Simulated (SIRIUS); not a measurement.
Consider SrO.

Input file:

```
{
  "control": {
    "processing_unit": "cpu",
    "std_evp_solver_name": "lapack",
    "gen_evp_solver_name": "lapack",
    "verbosity": 2,
    "print_forces": true,
    "ortho_rf": true,
    "use_second_variation": true,
    "rmt_max": 3.0,
    "num_bands_to_print": 20,
    "save_wf": true
  },
  "parameters": {
    "electronic_structure_method": "full_potential_lapwlo",
    "xc_functionals": ["XC_GGA_X_PBE", "XC_GGA_C_PBE"],
    "core_relativity": "dirac",
    "valence_relativity": "iora",
    "num_fv_states": 20,
    "smearing": "fermi_dirac",
    "smearing_width": 0.0018374661,
    "pw_cutoff": 23,
    "gk_cutoff": 4.5,
    "lmax_apw": 13,
    "lmax_rho": 8,
    "lmax_pot": 8,
    "num_mag_dims": 0,
    "auto_rmt": 0,
    "ngridk": [9, 9, 9],
    "shiftk": [0, 0, 0],
    "num_dft_iter": 80,
    "energy_tol": 1e-07,
    "density_tol": 1e-05,
    "use_symmetry": true
  },
  "settings": {"tol_ne": 1e-10},
  "iterative_solver": {"type": "exact"},
  "mixer": {"type": "anderson", "beta": 0.5, "max_history": 8},
  "unit_cell": {
    "lattice_vectors": [[0.0, 4.8496041536, 4.8496041536], [4.8496041536, 0.0, 4.8496041536], [4.8496041536, 4.8496041536, 0.0]],
    "atom_types": ["O", "Sr"],
    "atom_files": {"O": "O.json", "Sr": "Sr.json"},
    "atoms": {"O": [[0.022373, -0.002082, -0.004903]], "Sr": [[0.498042, 0.49679, 0.50611]]}
  }
}
```

Launched as:

```sh
OMP_NUM_THREADS=1 sirius.scf --input=sirius_start.json --output=start.json
OMP_NUM_THREADS=1 sirius.scf --input=sirius.json --output=output.json --task=1
```

Below, planes, directions and counts refer to the standardised cell (a = 6.29 Å, b = 3.63 Å, c = 3.63 Å, α = 90.00°, β = 125.26°, γ = 90.00°).

Space group P1.

Level of theory: Kohn-Sham DFT of a periodic cell, PBE, all-electron FP-LAPW (SIRIUS 7.12.0).

### Predict the electron density between the atoms.

Sr–O (2.50 Å): the density is about 0.27 e/Å³ at the midpoint.

### Metal or insulator at this level of theory?

It is gapped, with a Kohn–Sham gap of 3.4 eV on the k-point mesh (the band edges may lie off the mesh, which would make the gap smaller).

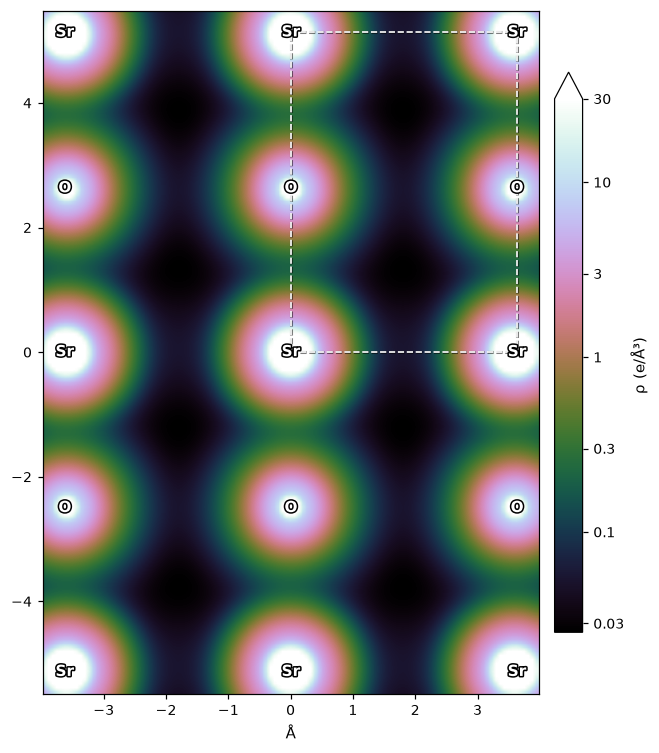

Computed electron density on the (101̄) plane of the standardised cell. 
